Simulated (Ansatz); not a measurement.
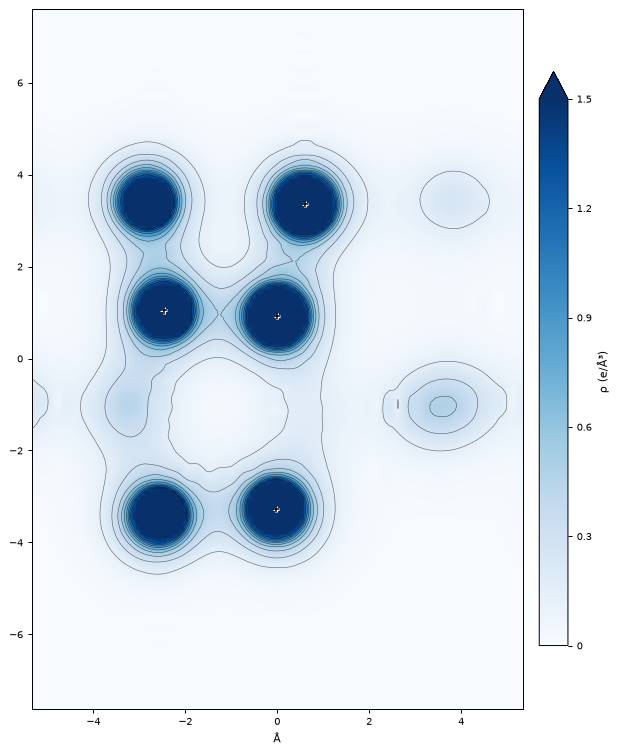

The valence electron density on a plane through atoms (crosses mark nuclei in the plane).

Theory: Ansatz 0.2.0, DFT PBE, scalar-relativistic, plane waves, PAW.

Candidates:
A. W, a = 3.18 Å, b = 3.18 Å, c = 3.18 Å, α = 90.00°, β = 90.00°, γ = 90.00°. Space group Im-3m.
B. Ge (slab), a = 5.76 Å, b = 8.15 Å, c = 28.33 Å, α = 90.00°, β = 90.00°, γ = 90.00°. Not relaxed (largest force 0.6 eV/Å).

**Which candidate gave the map?**

Candidate B: Ge on the (11̄0) plane of the calculation cell, a cut from vacuum to vacuum, which holds Ge. Ge–Ge (2.49 Å): ρ at the midpoint is about 0.46 e/Å³. Ge–Ge (2.50 Å): ρ is about 0.45 e/Å³ halfway.
